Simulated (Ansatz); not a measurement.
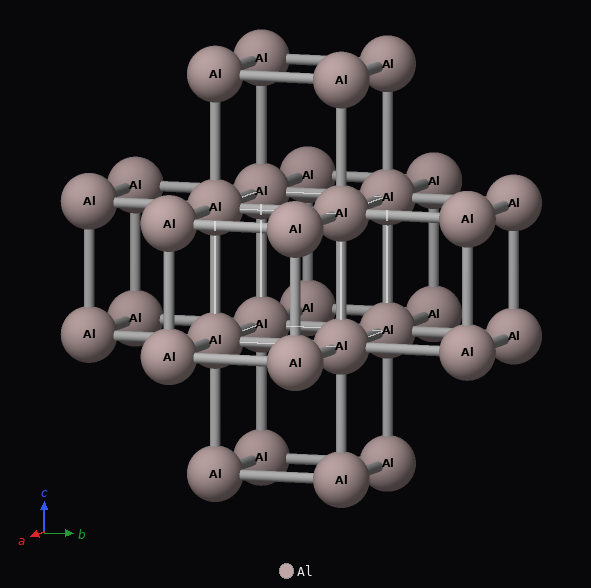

The figure gives a ball-and-stick picture of the atoms, viewed slightly off an axis. The edges of the simulation cell are marked. The first bonded neighbours in the surrounding cells are also shown.

The program read this input:
```yaml
crystal:
  lattice:
    - [-0.843634118, 1.6872682361, 1.6872682361]
    - [1.6872682361, -0.843634118, 1.6872682361]
    - [1.6872682361, 1.6872682361, -0.843634118]
  atoms:
    - { symbol: Al, position: [0.0, 0.0, 0.0] }
basis:
  ecutwfc: 500
kpoints:
  mp_grid: { grid: [30, 30, 30] }
hamiltonian:
  xc: r2scan
scf:
  occupations: { method: gaussian, width: 0.15 }
output:
  forces: true
  stress: true
  eigenvalues: true
```
Run as:
```sh
ansatz run input.yaml --threads 1 --pin off --max-ram 2560MiB --backend cpu --events-out ev --progress --plain --runs-dir out
```

Method used: DFT r2SCAN, scalar-relativistic, plane waves, PAW (Ansatz 0.2.0). It ran with a 500 eV plane-wave basis, a 30×30×30 grid in reciprocal space, Gaussian smearing of 0.15 eV, no spin polarisation.

**Classify it as metallic or gapped, with the value.**

A metal: bands cross the Fermi level.

**Which way would the volume go on relaxing?**

The computed pressure is 18.7 GPa (compressed: it would expand).

Its origin is a structure listed in the Materials Project. The cell was then strained or its atoms displaced on purpose. It was the input of a calculation with Ansatz.

At this level of theory the run's own cell isn't at rest (compressed, at 19 GPa), so its distances can differ from those at equilibrium, the more so the softer the solid.
